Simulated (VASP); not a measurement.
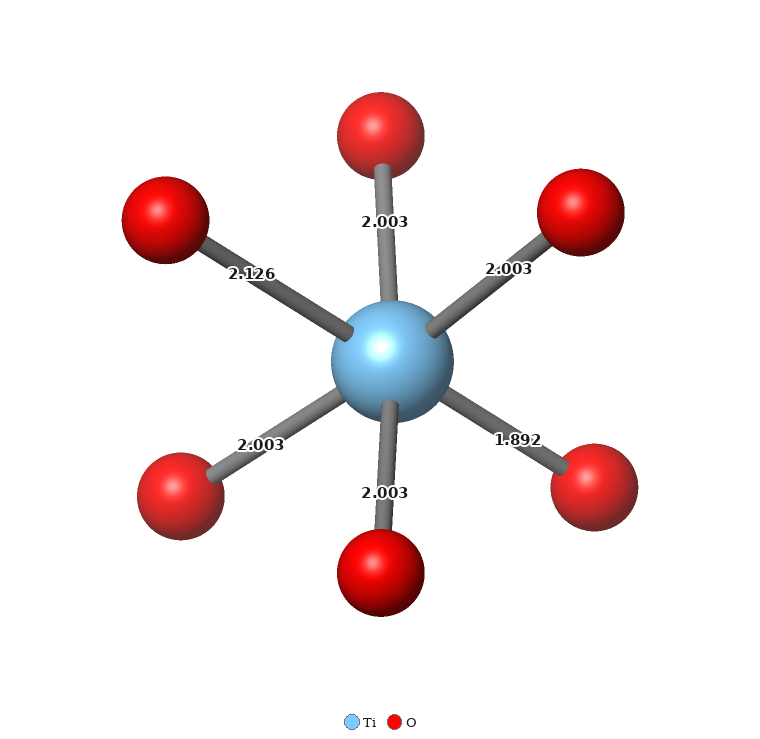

The surroundings of site Ti1 (at 0.500, 0.500, 0.490) in BaTiO$_{3}$ (P4mm), with bond lengths in Å.

The cell is taken from an entry of the Crystallography Open Database, as set up for an electronic-structure calculation.

```xyz
5
Lattice="3.9998 0.0000 0.0000 0.0000 3.9998 0.0000 0.0000 0.0000 4.0180" Properties=species:S:1:pos:R:3 pbc="T T T"
Ba    0.0000    0.0000    0.0000
Ti    1.9999    1.9999    1.9688
O     0.0000    1.9999    2.0773
O     1.9999    0.0000    2.0773
O     1.9999    1.9999    0.0763
```

Bond valence s = exp((R0 − d)/b), R0 fitted to published crystal structures with b = 0.37 Å; R0 in Å: Ti4+–O 1.801.

### Calculate the bond-valence sum of Ti1 from the bonds drawn.

1 × 0.782 + 4 × 0.579 + 1 × 0.415 = 3.51 v.u., against a formal valence of 4: underbonded (bonds long for this ion) by 0.49.

Further R0 (Å): Ba2+–O 2.279.

### And over the whole structure?

| site | x, y, z | formal valence | bond-valence sum | difference |
| --- | --- | --- | --- | --- |
| Ba1 | 0.000, 0.000, 0.000 | +2 | 2.72 | 0.72 |
| Ti1 | 0.500, 0.500, 0.490 | +4 | 3.53 | -0.47 |
| O1 | 0.000, 0.500, 0.517 | −2 | 2.07 | 0.07 |
| O2 | 0.500, 0.500, 0.019 | −2 | 2.11 | 0.11 |

These sums include all anions within 5 Å. The global instability index (root mean square of the differences over all atoms) is 0.39 v.u.: above 0.2, which by the usual rule of thumb marks a strained structure. The cell was not relaxed for this table, and a volume that is off by a few per cent shifts all sums together.
